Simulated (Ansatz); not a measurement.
The coordinates of a crystal:

```cif
data_structure
_symmetry_space_group_name_H-M 'P 1'
_symmetry_Int_Tables_number 1
_cell_length_a 4.7329
_cell_length_b 4.7329
_cell_length_c 8.5418
_cell_angle_alpha 90.000
_cell_angle_beta 90.000
_cell_angle_gamma 120.000
_cell_volume 165.70
loop_
_atom_site_label
_atom_site_type_symbol
_atom_site_fract_x
_atom_site_fract_y
_atom_site_fract_z
_atom_site_occupancy
Si1 Si 0.66667 0.33333 0.93650 1
Si2 Si 0.66667 0.33333 0.56350 1
Si3 Si 0.33333 0.66667 0.06350 1
Si4 Si 0.33333 0.66667 0.43650 1
O1 O 0.00000 0.35829 0.00000 1
O2 O 0.35829 0.35829 0.50000 1
O3 O 0.64171 0.00000 0.50000 1
O4 O 0.64171 0.64171 0.00000 1
O5 O 0.00000 0.64171 0.50000 1
O6 O 0.66667 0.33333 0.75000 1
O7 O 0.33333 0.66667 0.25000 1
O8 O 0.35829 0.00000 0.00000 1
```

Question: Before looking at a picture, describe the arrangement of atoms.

Answer: The stoichiometry is SiO$_{2}$. The atoms follow space group P6_322 (No. 182); the Bravais lattice is primitive hexagonal. One cell contains 4 Si, 8 O, 12 atoms in all. About every Si there are four O in a tetrahedral arrangement at 1.59 to 1.62 Å. The neighbours of O are two Si at 1.59 to 1.62 Å. The bonds build a three-dimensional framework.

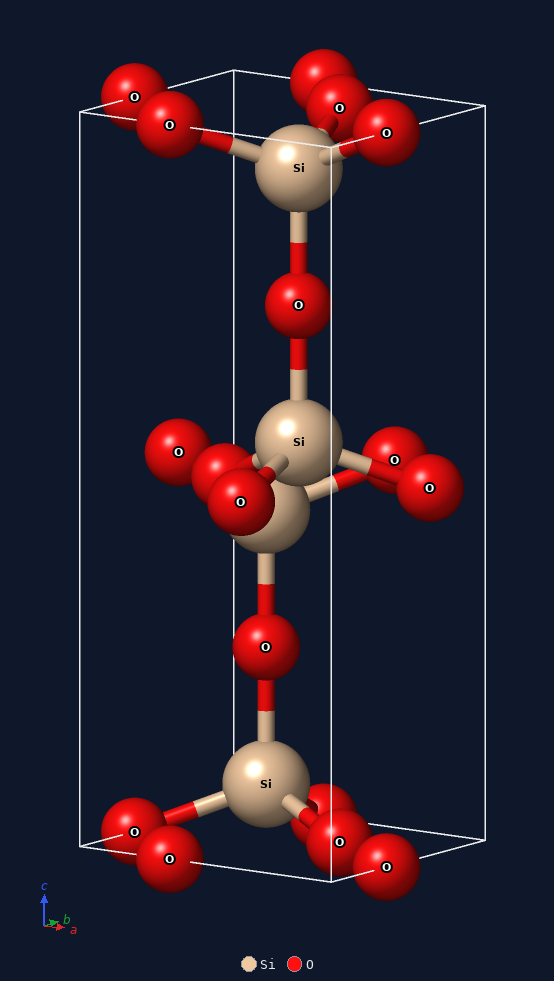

Drawn in the ball-and-stick manner and seen slightly off an axis. The conventional unit cell is outlined; an atom on or near a face, edge or corner is repeated at each equivalent position.

The initial geometry was a structure listed in the Materials Project. It was relaxed with DFT PBE, scalar-relativistic, plane waves, PAW (Ansatz) under a constraint or pressure on the cell, so some stress remains.

At this level of theory the run's own cell isn't at rest (compressed, at 8 GPa), so its distances can differ from those at equilibrium, the more so the softer the solid.
